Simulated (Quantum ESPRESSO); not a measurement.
System: Ge (space group I4_1/amd).

How it was computed, with Quantum ESPRESSO 7.5: plane-wave DFT, no spin polarisation; energies at scaled volumes of the given cell, shape and fractions fixed, counted from the fit's minimum, third-order Birch-Murnaghan fit. All runs: no spin polarisation.

k mesh 11×11×11; occupations Fermi–Dirac; smearing width 0.05 eV.

Settings that differ: PBE: density cutoff 5990 eV, wave cutoff 748 eV, potentials SSSP-1.3-efficiency-PBE; LDA: density cutoff 4240 eV, wave cutoff 1060 eV, potentials PseudoDojo-0.4.1-SR-LDA-standard.

Describe the result: the energy against volume, with one curve for each functional. The cases: PBE; LDA.

The fitted equilibrium volumes, smallest first, are LDA 17.930, PBE 19.317 Å³/atom. The fitted bulk moduli, smallest first, are PBE 68.7, LDA 82.5 GPa.

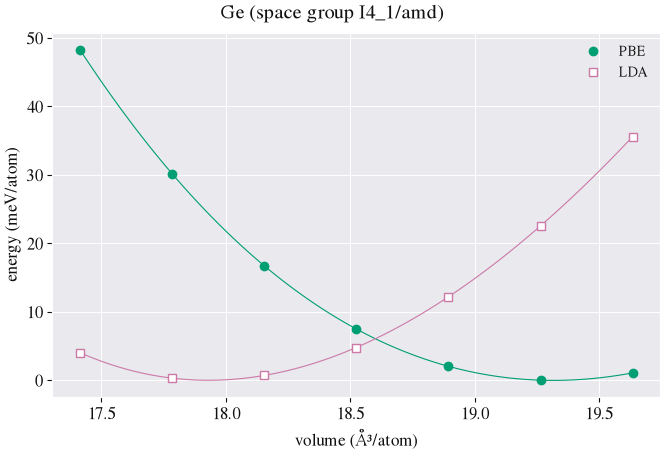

Caveats: shape and atomic fractions are frozen while scaling, which makes layered, chain and framework solids too stiff.
